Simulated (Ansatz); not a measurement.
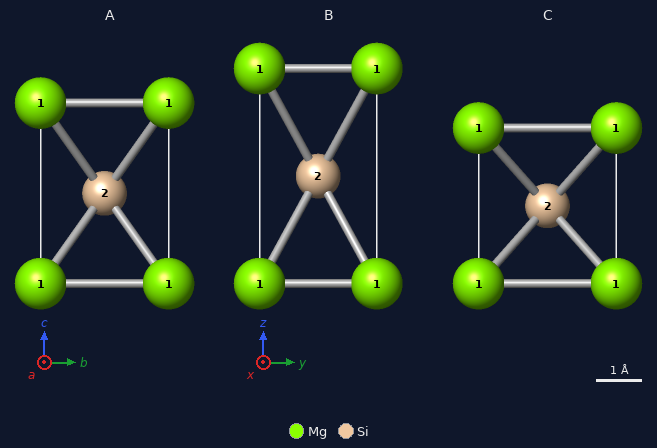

Solid MgSi (P4/mmm): the ratio of the cell's length along z to its lengths across, counted as 1 for the reference, is changed at fixed volume (a c/a path), with the atoms kept at their fractional coordinates. x, y and z are the Cartesian axes of the input. A ball-and-stick model of the cell of the calculation, seen along the a axis.

The calculation used DFT LDA, scalar-relativistic, plane waves, PAW in Ansatz 0.2.0. (plane-wave cutoff 420 eV; k-point mesh 18 × 18 × 14; occupations gaussian; smearing width 0.15 eV; no spin polarisation). Energies (free energies at the smearing named) are counted from the cell as listed in its source, which wasn't relaxed.

**Rank the frames from lowest to highest energy.**

Lowest first: A (the relative ratio 1.00, 0.0 meV/atom), C (the relative ratio 0.80, 43.3 meV/atom), B (the relative ratio 1.30, 163.4 meV/atom). Over the whole scan: the lowest computed point lies at the relative ratio 0.96 (−6.6 meV/atom). The unrelaxed reference is under a pressure of −3.3 GPa. The distortion keeps the space group P4/mmm. At the relative ratio 1.30 the cell of the drawing goes a 2.908 → 2.665 Å, b 2.908 → 2.665 Å, c 4.103 → 4.888 Å.
